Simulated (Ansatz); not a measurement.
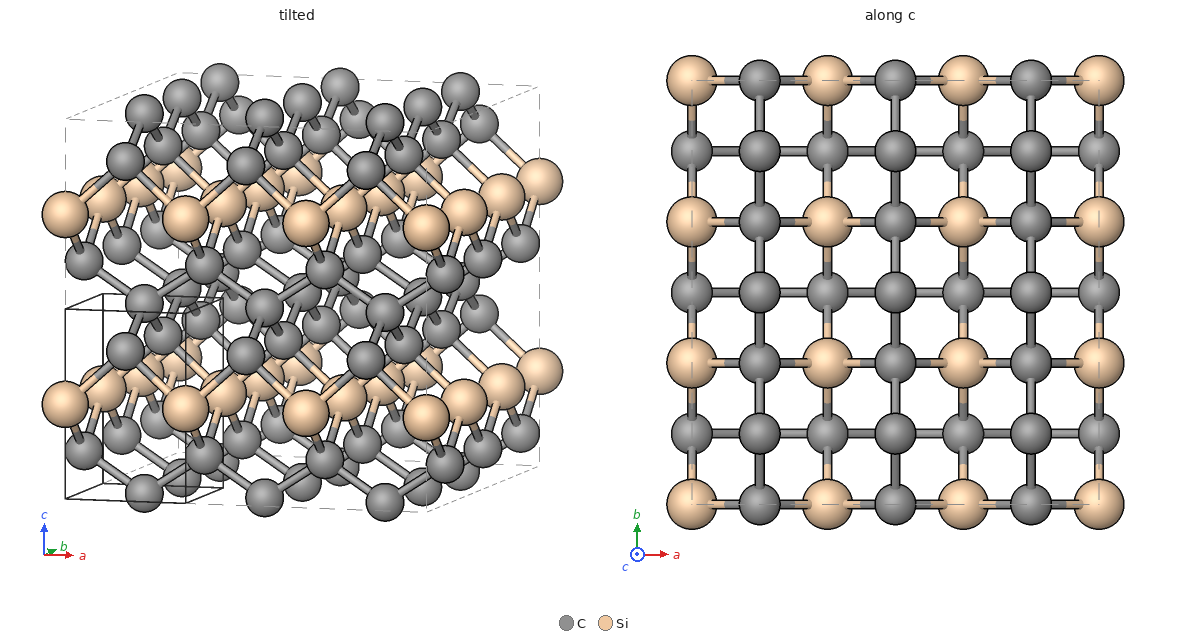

View slightly off an axis and along the c axis, drawn as a ball-and-stick model. A block of 3×3×2 cells is shown, with one conventional unit cell in solid outline.

SiC3, space group Pmm2 (No. 25), a = 2.69 Å, b = 2.80 Å, c = 4.09 Å, α = 90.00°, β = 90.00°, γ = 90.00°.

Theory: DFT, PBE, plane waves, PAW in Ansatz 0.2.0. Numerical settings: wavefunction cutoff 420 eV, 10×10×6 k-mesh, Fermi-Dirac smearing of 0.02 eV, no spin polarisation.

### Is it conducting or gapped at this level?

A semiconductor at this level, with a gap of 0.85 eV, indirect; the smallest direct gap is 1.40 eV.

### Under what pressure is the structure?

The computed pressure is 15.3 GPa (compressed: it would expand). The stress isn't hydrostatic: its largest component is 31.9 GPa.

The model was built from a structure type filled with these elements by a generator (whether the compound takes this form wasn't checked). The cell was then strained or its atoms displaced on purpose. A calculation with Ansatz used it as input.

At this level of theory the cell isn't at rest (compressed, at 15 GPa), so its distances can differ from those at equilibrium, the more so the softer the solid.
